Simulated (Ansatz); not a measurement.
```
Ti Co
1.0
     3.62307    0.00000    0.00000
     0.00000    3.62307    0.00000
     0.00000    0.00000    3.52292
Ti Co
1 3
Direct
  0.00000 0.00000 0.00000
  0.00000 0.50000 0.50000
  0.50000 0.00000 0.50000
  0.50000 0.50000 0.00000
```

Space group P4/mmm; changed on purpose from its base cell (biaxial strain in the a-b plane, c and atoms relaxed: +1.0 %); spin-polarised.

These are results of Ansatz 0.2.0, DFT r2SCAN, scalar-relativistic, plane waves, PAW, not measurements.

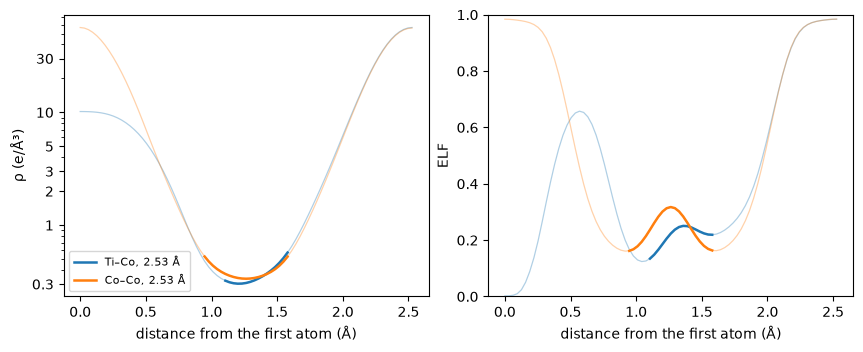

TiCo$_{3}$. Valence electron density and electron localisation function along straight lines between neighbouring atoms. Thin, pale parts lie inside the atomic spheres.

The density is the valence pseudo-density of a PAW calculation; it isn't the true density close to the nuclei.

What can be read from the curves?

Answer. Ti–Co (2.53 Å): ρ is about 0.31 e/Å³ halfway; the ELF is about 0.20 at the midpoint; no shared electron pair shows on this line.
Co–Co (2.53 Å): ρ is about 0.34 e/Å³ halfway; the ELF is about 0.30 at the midpoint.
